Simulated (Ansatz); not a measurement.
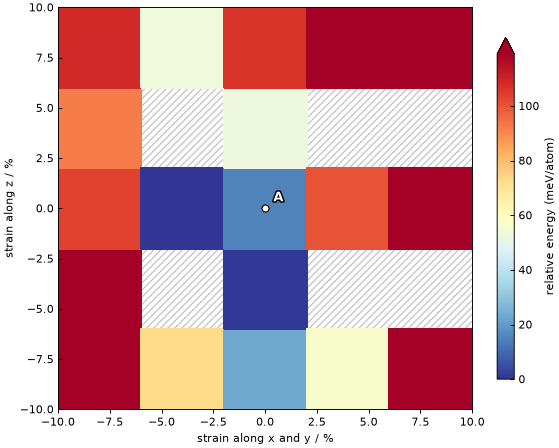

Ag (P6_3/mmc, No. 194; 2 atoms in the cell). The cell is strained homogeneously, by one strain along x and y and another along z, with fractional coordinates fixed (x along [1 0 0], z along [0 0 1] of the conventional cell). First axis: strain along x and y. Second axis: strain along z. The grid has 5 × 5 points. At 6 points there is no value. Points are written as (first, second). All energies are given in meV/atom relative to the lowest grid point. The reference cell is the one listed in the database, not relaxed at this level. These are results of DFT PBEsol, scalar-relativistic, plane waves, PAW in Ansatz, not measurements. Settings: cutoff 420 eV, k-mesh 18×18×10 in the order of the run's cell vectors, gaussian smearing 0.15 eV, no spin polarisation.

The picture shows one coloured cell a grid point, one colour for all values above the top of the scale, hatched blanks where no value was computed, the point A.

### Which way does the force act at A, and how strong is it?

A, at (0 %, 0 %), is not a stationary point. The computed force is 14 meV/atom for each 1 % towards smaller values of strain along x and y and 6.9 meV/atom for each 1 % towards smaller values of strain along z.
